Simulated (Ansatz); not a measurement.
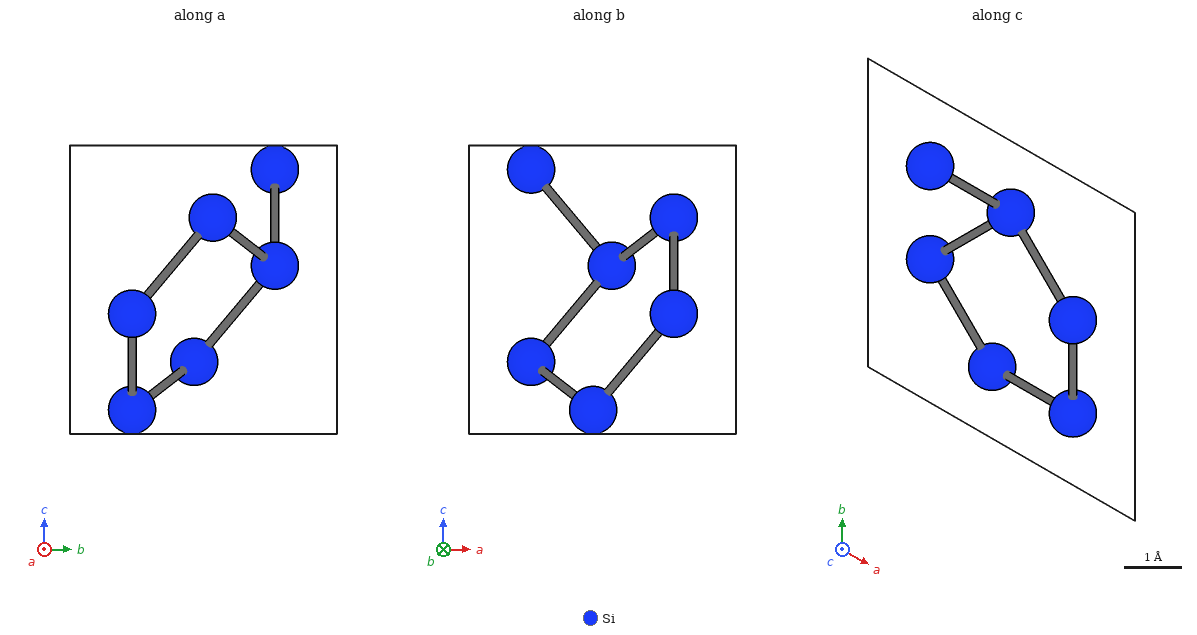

The image is a ball-and-stick drawing of a crystal, viewed along the a axis, along the b axis and along the c axis. The parallelepiped is the conventional unit cell.

Lattice parameters: a = 5.477 Å, b = 5.477 Å, c = 5.125 Å, α = 90.00°, β = 90.00°, γ = 120.00°.

Q: Transcribe the picture into a table of Wyckoff sites, with free fractional coordinates to two decimals.

A: Space group P6_122 (No. 178).
```
atom  site     x     y     z
  Si    6b  0.23  0.47  0.25
```

Starting structure: a structure type filled with this element by a generator (whether the element takes this form wasn't checked). Earlier steps of the study may have refined or changed the cell and positions. A calculation with Ansatz used it as input.
